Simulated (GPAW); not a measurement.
BN (P6_3/mmc): refractive index against wavelength

The refractive index of BN (P6_3/mmc) along x below the direct gap (4.67 eV on the mesh) is read from one computed spectrum, n = √(Re ε). x, y and z are the Cartesian axes of the input cell.

It takes space group P6_3/mmc (No. 194, hexagonal). The conventional cell has a = 2.498 Å, b = 2.498 Å, c = 6.636 Å, α = 90.00°, β = 90.00°, γ = 120.00°. Around N on site d lie 3 B at 1.44 Å. B on site c is surrounded by 3 N at 1.44 Å.

Method: GPAW 26.7.0, PBE, RPA, k-mesh 15×15×5, local fields up to 50 eV, Lorentzian half width 0.12 eV.

Launch of the response step: `OMP_NUM_THREADS=1 python df.py`. The run took 84 s, its band step included, on 1 thread of Arm Neoverse V1 (shared host).

```
wavelength (nm)  photon energy E (eV)       n
           1064                 1.165  2.1691
            850                 1.459  2.1828
            700                 1.771  2.2017
            633                 1.959  2.2154
            532                 2.331  2.2490
            450                 2.755  2.3005
            405                 3.061       ?
```

In the single-oscillator model n² − 1 = E₀E_d/(E₀² − E²), so 1/(n² − 1) = E₀/E_d − E²/(E₀E_d) is linear in E².

Working, on the rows shown:

| x = E² (eV²) | y = 1/(n² − 1) |
| --- | --- |
| 1.35784 | 0.269906 |
| 2.12762 | 0.265631 |
| 3.13716 | 0.25991 |
| 3.83641 | 0.255886 |
| 5.43137 | 0.246427 |
| 7.59115 | 0.232975 |

Means: x̄ = 3.9136, ȳ = 0.25512. Σ(x − x̄)(y − ȳ) = -0.155, Σ(x − x̄)² = 26.16. Slope = -0.155 / 26.16 = -0.005924; intercept = ȳ − slope · x̄ = 0.27831. Turned back into n, the line misses the rows shown by at most 0.0014.

**Question.** What does the fit predict for the withheld row, and how well does it do?

**Answer.** At x = 9.3718 the line gives y = 0.22279, that is 2.3428. The run gave 2.3493, so the extrapolation is off by 0.0065, 4 % of the range in the table.

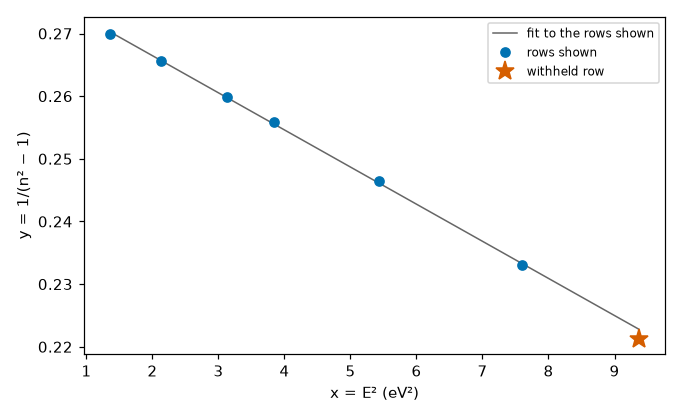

Refitted with all rows, the slope is -0.006061 and the intercept 0.27873. These give E₀ = √(intercept/−slope) = 6.78 eV and E_d = E₀/intercept = 24.3 eV; E₀ is 1.5 times the direct gap. The electronic limit at long wavelengths, without lattice vibrations, is n = √(1 + 1/intercept) = 2.142. The cell comes from an older database entry, whose edges can be off by a per cent or so. Excitons are left out; PBE gaps are as a rule too small. The values come from a sum over the points of one k-mesh and carry its error, which grows as the direct gap shrinks.

[Logs are printed without paths, hosts, clocks, repeated set-up lines and the standing remarks that a program may print on its own settings, such as how far it seeks lower states.]
